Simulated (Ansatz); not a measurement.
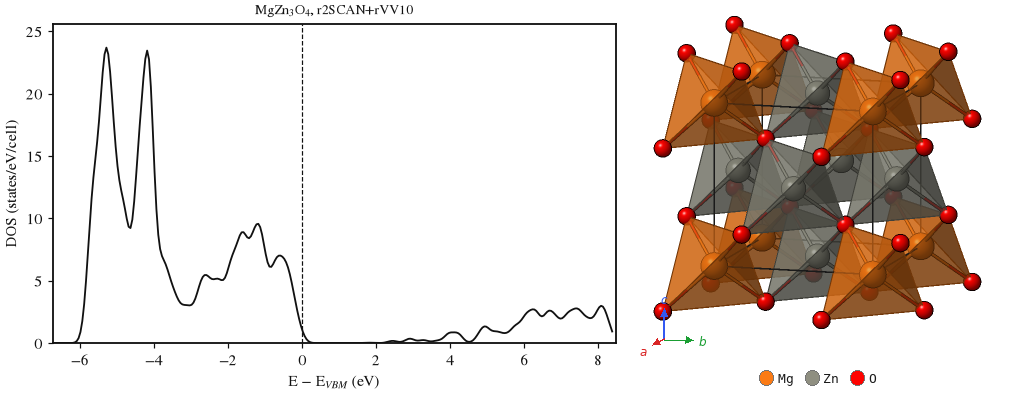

Density of states, beside the structure. Energies are counted from the top of the valence band. The curve is built from the levels of the k mesh with Gaussians 0.3 eV wide, which also blur the band edges.

The Ansatz input:

```
crystal:
  lattice:
    - [4.5397671971, 0.0, 0.0]
    - [0.0, 4.5397671971, 0.0]
    - [0.0, 0.0, 4.5397671971]
  atoms:
    - { symbol: Mg, position: [0.0, 0.0, 0.0] }
    - { symbol: Zn, position: [0.0, 0.5, 0.5] }
    - { symbol: Zn, position: [0.5, 0.0, 0.5] }
    - { symbol: Zn, position: [0.5, 0.5, 0.0] }
    - { symbol: O, position: [0.2487269133, 0.2487269133, 0.2487269133] }
    - { symbol: O, position: [0.7512730867, 0.7512730867, 0.2487269133] }
    - { symbol: O, position: [0.2487269133, 0.7512730867, 0.7512730867] }
    - { symbol: O, position: [0.7512730867, 0.2487269133, 0.7512730867] }
kpoints:
  mp_grid: { grid: [6, 6, 6] }
  band_path:
    path: [[0.0, 0.0, 0.0], [0.0, 0.5, 0.0], [0.5, 0.5, 0.0], [0.5, 0.5, 0.5]]
    npoints: 1
hamiltonian:
  xc: r2scan
  dispersion: rvv10
scf:
  occupations: { method: fermi_dirac, width: 0.03 }
  n_extra_bands: 6
output:
  forces: true
  stress: true
  eigenvalues: true
```

Command:
```bash
ansatz run input.yaml --threads 4 --pin off --max-ram 4608MiB --backend cpu --events-out ev --progress --plain --runs-dir out
```

Q: Is there a gap at the Fermi level, and how wide?

A: There is a gap; over the k points computed it is 1.79 eV (direct among those points).

Q: How wide is the upper valence band?

A: The upper group of valence states starts about 5.8 eV under the valence-band top, with a gap beneath it; it holds about 54 electrons a cell.
